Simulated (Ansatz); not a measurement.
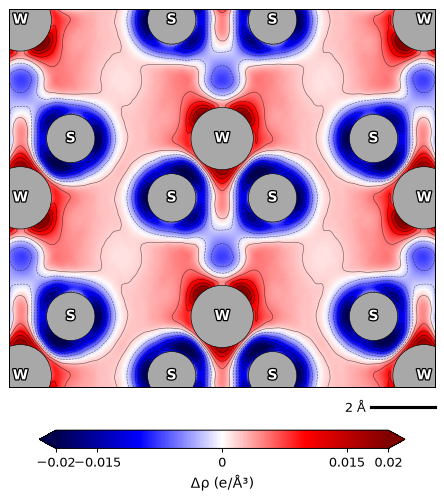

WS$_{2}$. Difference of the valence pseudo-densities of two functionals at the same geometry, on the (110) plane of the calculation cell: LDA less r2SCAN.

Space group P6₃/mmc.

Both computed with Ansatz (plane waves, PAW), on the same k-point mesh. Grey discs cover the atomic cores.

> What does the difference map show?

Against r2SCAN, LDA gives more density around W (+0.008 e/Å³ on average at 1.1 Å from the nucleus), less density around S (−0.015 e/Å³ on average at 0.9 Å from the nucleus) and a change of −0.008 e/Å³ at the midpoint of W–S.
